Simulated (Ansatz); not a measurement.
```
Si C
1.0
    -5.77692    3.33531    6.36502
     5.77692   -3.33531    6.36502
     3.85128    6.67061   -6.36502
Si C
32 1
Direct
  0.22895 0.06931 0.25699
  0.73719 0.57504 0.25181
  0.10830 0.44770 0.50130
  0.60652 0.94594 0.49775
  0.48503 0.32272 0.74766
  0.97135 0.81176 0.74210
  0.87805 0.19817 0.99953
  0.35661 0.69683 0.99950
  0.31238 0.50540 0.25886
  0.82489 0.98830 0.25608
  0.19964 0.88148 0.53147
  0.66753 0.34926 0.46717
  0.56823 0.73180 0.74296
  0.05305 0.24594 0.74020
  0.94003 0.61740 0.99943
  0.50503 0.10612 0.00046
  0.37834 0.25497 0.22604
  0.93213 0.76504 0.26316
  0.29218 0.64393 0.50866
  0.78308 0.13473 0.49035
  0.66827 0.50127 0.73573
  0.15147 0.02789 0.77235
  0.05126 0.39384 0.99952
  0.56117 0.86320 0.99955
  0.50417 0.67504 0.24900
  0.00342 0.17709 0.25137
  0.37809 0.04827 0.50524
  0.87239 0.54255 0.49392
  0.75150 0.92524 0.74767
  0.25467 0.42547 0.75004
  0.12782 0.80445 0.99956
  0.65801 0.31097 0.99991
  0.32036 0.14336 0.99917
```

Level of theory: DFT PBE, scalar-relativistic, plane waves, PAW in Ansatz.

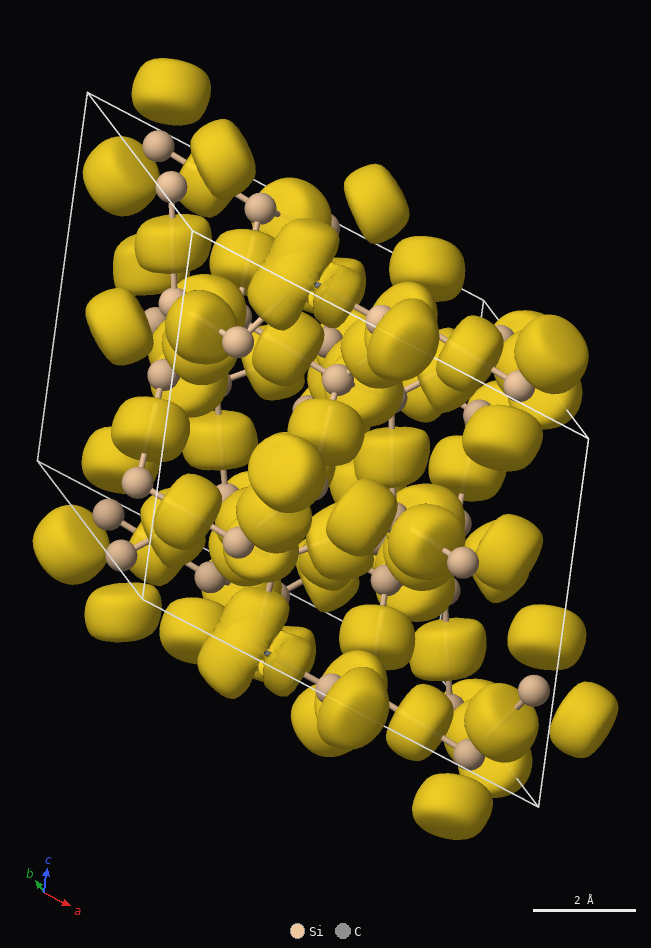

Si$_{32}$C (cell with a defect). Isosurface of the ELF at 0.75 (yellow), seen slightly off an axis. Only the valence region is drawn (cores and ρ < 0.01 e/Å³ removed). Sticks mark near contacts.

In a PAW calculation such maps are meaningful between the atoms, not at the nuclei.

Q: Where are the electrons localised?

A: At this value the surface marks out 62 regions between bonded Si–Si atoms (shared pairs) and one region on C in which the atom's valence shell and bonds are merged, counted in one cell of 33 atoms. Regions shared between cells count once.

Values along the shortest contacts:
Si–C (1.75 Å): the ELF peaks at about 0.90 between the atoms; a covalent bond. Si–Si (2.31 Å): the ELF peaks at about 0.95 between the atoms, as expected for a covalent bond.
